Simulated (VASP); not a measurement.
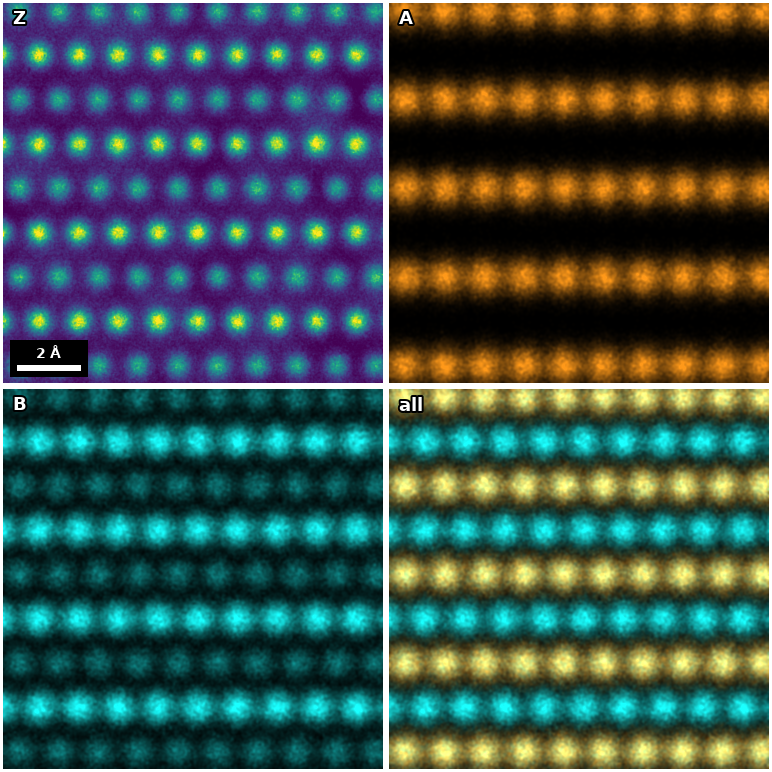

AlNi$_{3}$ (Fm-3m, No. 225) along [210]. Panel Z: The image is simulated as a sum over atoms of Z^1.7, blurred by a 0.58 Å probe (no channelling). Shot noise and the speckle of an amorphous layer were added. The other panels are simulated element maps (the number of atoms of one element along the beam, blurred by 0.9 Å, with counting noise; each on its own scale, no channelling); the last overlays them. Structure: a cell listed in the Materials Project, as set up for an electronic-structure calculation.

```cif
data_structure
_symmetry_space_group_name_H-M 'P 1'
_symmetry_Int_Tables_number 1
_cell_length_a 5.6038
_cell_length_b 5.6038
_cell_length_c 5.6038
_cell_angle_alpha 90.000
_cell_angle_beta 90.000
_cell_angle_gamma 90.000
_cell_volume 175.97
loop_
_atom_site_label
_atom_site_type_symbol
_atom_site_fract_x
_atom_site_fract_y
_atom_site_fract_z
_atom_site_occupancy
Ni1 Ni 0.25000 0.25000 0.75000 1
Ni2 Ni 0.00000 0.00000 0.00000 1
Ni3 Ni 0.25000 0.75000 0.75000 1
Al1 Al 0.50000 0.00000 0.00000 1
Ni4 Ni 0.25000 0.75000 0.25000 1
Ni5 Ni 0.00000 0.50000 0.50000 1
Ni6 Ni 0.25000 0.25000 0.25000 1
Al2 Al 0.50000 0.50000 0.50000 1
Ni7 Ni 0.75000 0.25000 0.25000 1
Ni8 Ni 0.50000 0.00000 0.50000 1
Ni9 Ni 0.75000 0.75000 0.25000 1
Al3 Al 0.00000 0.00000 0.50000 1
Ni10 Ni 0.75000 0.75000 0.75000 1
Ni11 Ni 0.50000 0.50000 0.00000 1
Ni12 Ni 0.75000 0.25000 0.75000 1
Al4 Al 0.00000 0.50000 0.00000 1
```

Which element does each lettered map show?

A: Al, B: Ni. The projected cell (1.25 × 2.80 Å, 90°) holds 2 columns: 1 of Ni and 1 of Ni + Al. Columns shared by several elements: Ni + Al.
